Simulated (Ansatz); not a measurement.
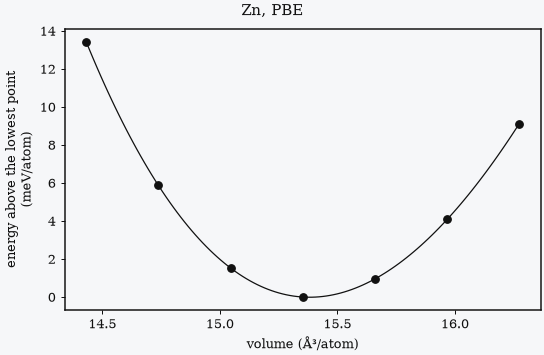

The figure shows the energy above the lowest point against volume for Zn, space group Im-3m (No. 229) (one of a set of cubic test structures, which need not be the stable phase).

Calculation (Ansatz 0.2.0 development build): equation of state of a cubic crystal from periodic Kohn-Sham density functional theory without spin, third-order Birch-Murnaghan fit to the free energies; pressure corrected for the finite basis. Level: PBE.

structure type bcc; atoms in cell 1; space group number 229; lattice centring body-centred primitive; k mesh 49×49×49; occupation method Fermi–Dirac; occupation width 0.06123 eV; wave cutoff 420 eV; datasets soft-1 PAW; density tolerance 1e−07 eV; bands 10; density cutoff ratio 4; search for lower states default.

From this curve and the settings, what does the calculation give for the pressure at the same points?

The pressure falls from 4.851 GPa at volume 14.43 Å³/atom to −3.086 GPa at 16.27 Å³/atom, and changes sign near 15.38 Å³/atom.

```json
{"volume (Å³/atom)": "14.43", "pressure (GPa)": "4.851"}
{"volume (Å³/atom)": "14.74", "pressure (GPa)": "3.069"}
{"volume (Å³/atom)": "15.05", "pressure (GPa)": "1.500"}
{"volume (Å³/atom)": "15.35", "pressure (GPa)": "0.120"}
{"volume (Å³/atom)": "15.66", "pressure (GPa)": "-1.090"}
{"volume (Å³/atom)": "15.97", "pressure (GPa)": "-2.154"}
{"volume (Å³/atom)": "16.27", "pressure (GPa)": "-3.086"}
```

Keep in mind: cubic model structure, not the ambient form.
